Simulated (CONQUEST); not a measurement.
# Zr: 7 runs along one coordinate

System: Zr (P6₃/mmc, 4 atoms in the cell).
Method: Kohn-Sham DFT of a periodic cell, PBE, PseudoDojo NC PBE, no spin polarisation (CONQUEST 1.3).

The 7 runs differ only in the geometry, by an even scaling of the cell at fixed fractional positions. The structure derives from an entry of the Crystallography Open Database.

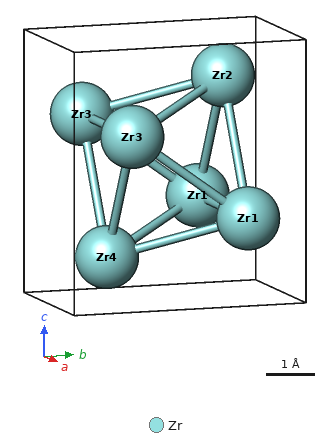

Figure 1. The structure of run 4 (ball-and-stick view of the cell of the calculation, seen slightly off an axis; atoms are numbered from 1 in the order of the input). An atom can appear more than once, as a periodic image.

**Input of run 4**
```
IO.Title Zr
IO.Coordinates coords.dat
IO.FractionalAtomicCoords T
IO.Iprint 2
IO.Iprint_init 1
General.NumberOfSpecies 1
General.PseudopotentialType hamann
AtomMove.TypeOfRun static
AtomMove.FullStress T
Grid.PointsAlongX 32
Grid.PointsAlongY 48
Grid.PointsAlongZ 60
DM.SolutionMethod diagon
Diag.MPMesh T
Diag.GammaCentred T
Diag.MPMeshX 7
Diag.MPMeshY 5
Diag.MPMeshZ 4
Diag.kT 0.00183747
minE.SCTolerance 1e-6
SC.MaxIters 100
IO.AtomChargeOutput T
%block ChemicalSpeciesLabel
1 91.220 Zr
%endblock
```

Command:
```bash
OMP_NUM_THREADS=1 Conquest
```

Lattice vectors (Å) and fractional positions of run 4:
```
   3.232000    0.000000    0.000000
   0.000000    5.147000    0.000000
   0.000000    0.000000    5.597988
Zr  0.000000  0.750000  0.333333
Zr  0.500000  0.750000  0.833333
Zr  0.000000  0.250000  0.666667
Zr  0.500000  0.250000  0.166667
```

Run 3 has the same physical settings and fractional positions; its lattice vectors (Å) are:
```
   3.210308    0.000000    0.000000
   0.000000    5.112455    0.000000
   0.000000    0.000000    5.560417
```

**Results, with one run withheld**

```tsv
run	volume per atom (Å³)	free energy per atom, from the lowest run given (meV)	pressure (GPa)
1	21.884	50.68	9.05
2	22.350	28.11	6.62
3	22.815	?	?
4	23.281	3.20	2.11
5	23.746	0.00	0.07
6	24.212	2.65	−1.73
7	24.678	10.33	−3.36
```

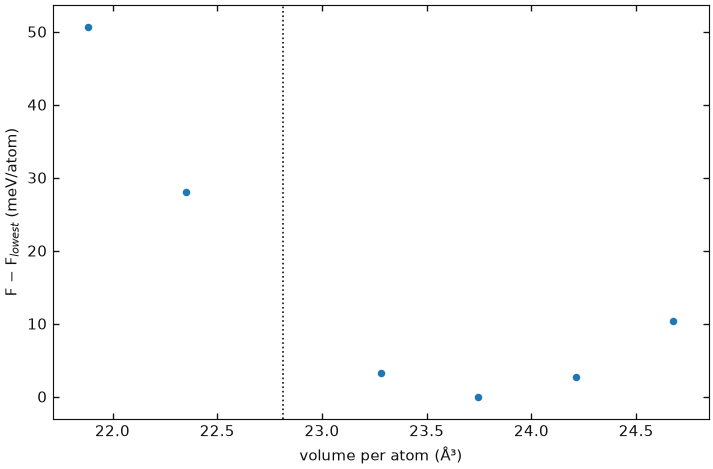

Figure 2. Free energy per atom of the runs given; the dotted line marks run 3.

Estimate the energy of run 3 from the others.

A cubic polynomial in V^(−2/3) (the Birch–Murnaghan form), fitted to the 6 runs given, misses them by at most 0.09 meV per atom. With x = V^(−2/3) − 0.12250 Å⁻², it reads F = 2.6766 + 3408.5 x + 1.0965e+06 x² − 7.1618e+06 x³ (meV per atom). At run 3 it gives 12.42 meV per atom, and the run itself gives 12.25. The slope of the fit gives a pressure −dF/dV of 4.26 GPa there, and the run prints 4.22 GPa. The fit has its minimum at 23.768 Å³ per atom, where V d²F/dV² gives 99 GPa. Cell shape and fractional positions are held, so this is the stiffness under even scaling; the relaxed bulk modulus wasn't computed.

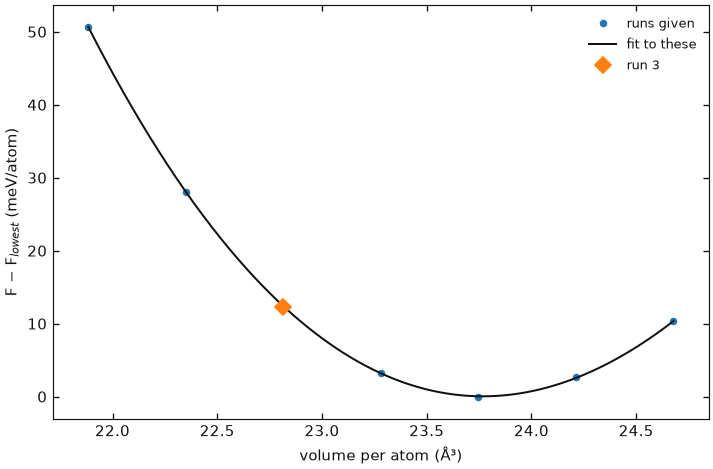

Figure 3. The fit and the withheld run.

**Some lines of the output (run 3)**
```
[...]
          DFT Total Energy                 :      -202.430812548113522 Ha
          Free Energy (E-TS)               :      -202.443120315126805 Ha
          DFT Total Energy                 :      -202.440739161730960 Ha
          Free Energy (E-TS)               :      -202.442346658383826 Ha
          DFT Total Energy                 :      -202.441135059962448 Ha
          Free Energy (E-TS)               :      -202.442343131797770 Ha
          DFT Total Energy                 :      -202.441140878731858 Ha
          Free Energy (E-TS)               :      -202.442342820053511 Ha
          DFT Total Energy                 :      -202.441140435118257 Ha
          Free Energy (E-TS)               :      -202.442343065970164 Ha
          DFT Total Energy                 :      -202.441140896277432 Ha
      | Free Energy as E-TS      =      -202.442343065970164 Ha
      |* DFT total energy        =      -202.441140896277432 Ha
    force: Average pressure:      4.21698037 GPa
```

Notes: With a small basis of atomic orbitals these values can differ much from converged plane-wave results.
